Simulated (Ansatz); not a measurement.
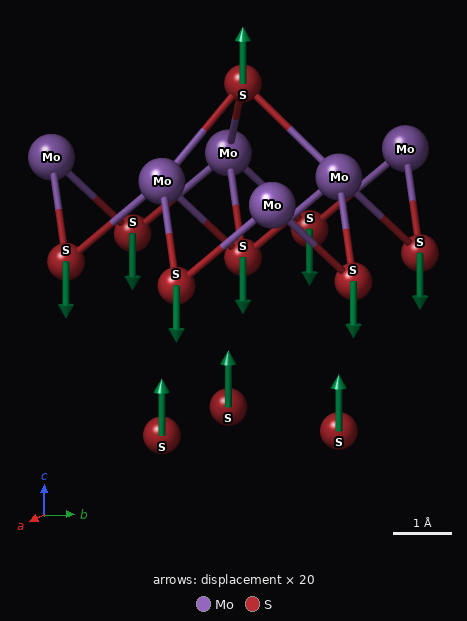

A relaxation of crystalline MoS$_{2}$ (a generated structure, set up in R3m). The starting structure is drawn; green arrows show the displacements, 20 times their true length.

Style: ball-and-stick. Shown: the atoms within 4.2 Å of the atom that moves most (axes of the conventional cell (3 times the calculation's cell)), slightly off an axis. Lengths and directions refer to the drawn axes.

These are results of DFT, PBE, plane-wave PAW, default files, scalar-relativistic (Ansatz 0.2.0), not measurements. Set-up: plane-wave cutoff 420 eV; k-point mesh 16 × 16 × 16; occupations fermi dirac; smearing width 0.02 eV; collinear spin; atoms relaxed in a fixed cell; force threshold 0.02 eV/Å; at most 60 steps.

> Describe the change and its energy.

The largest moves, 0.050 Å, are those of S atoms. Mo stays in place. The lattice vectors keep their values. Some distances before and after: Mo–S 2.354 → 2.387 Å. The space group stays R3m (No. 160). The energy falls by 53.7 meV per cell of the calculation in 2 accepted moves (3 points after the start). The largest force component goes from 1.1 to 0.0032 eV/Å. 1 step only repeated the SCF at the same geometry. The program noted that the starting moments weren't kept.
